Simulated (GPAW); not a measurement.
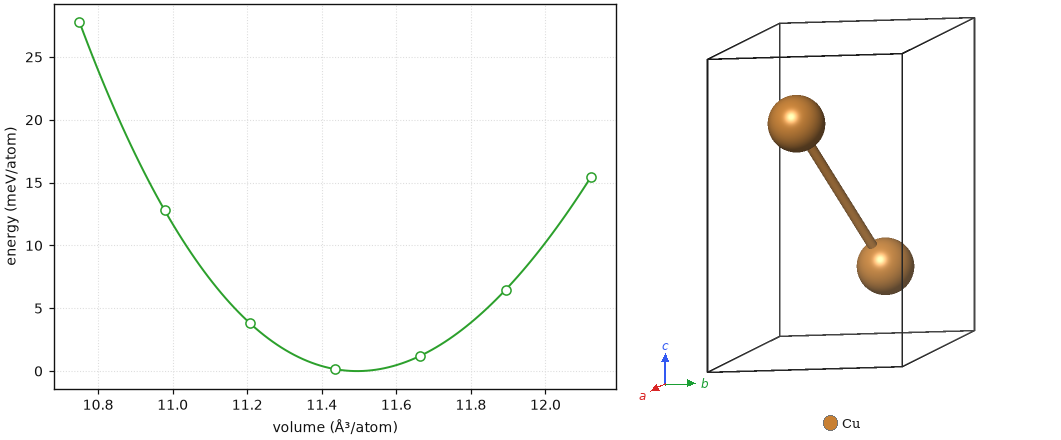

Plotted: energy against volume for Cu, space group P6_3/mmc (No. 194). The conventional cell is drawn beside the plot.

Structure:
```
Cu
1.0
     2.53410    0.00000    0.00000
    -1.26705    2.19459    0.00000
     0.00000    0.00000    4.11257
Cu
2
Direct
  0.66667 0.33333 0.75000
  0.33333 0.66667 0.25000
```

Computed with GPAW 26.7.0: PAW DFT in plane waves, on a grid or in atomic orbitals, no spin polarisation; energies at scaled volumes of the given cell, shape and fractions fixed, counted from the fit's minimum, third-order Birch-Murnaghan fit. Level: PBEsol.

```
         setting                                                value
          k mesh                                              12×12×7
     occupations                                          Fermi–Dirac
  smearing width                                              0.05 eV
      potentials  PAW data sets made by gpaw setup for the functional
     wave cutoff                                               600 eV
program settings                                             basis pw
```

From this curve and the settings, what does the calculation give for the pressure at the same points?

The pressure falls from 12.53 GPa at volume 10.75 Å³/atom to −7.69 GPa at 12.12 Å³/atom, and changes sign near 11.48 Å³/atom.

| volume (Å³/atom) | pressure (GPa) |
| --- | --- |
| 10.75 | 12.53 |
| 10.98 | 8.08 |
| 11.21 | 4.13 |
| 11.44 | 0.62 |
| 11.66 | −2.49 |
| 11.89 | −5.25 |
| 12.12 | −7.69 |

Keep in mind: shape and atomic fractions are frozen while scaling, which makes layered, chain and framework solids too stiff.
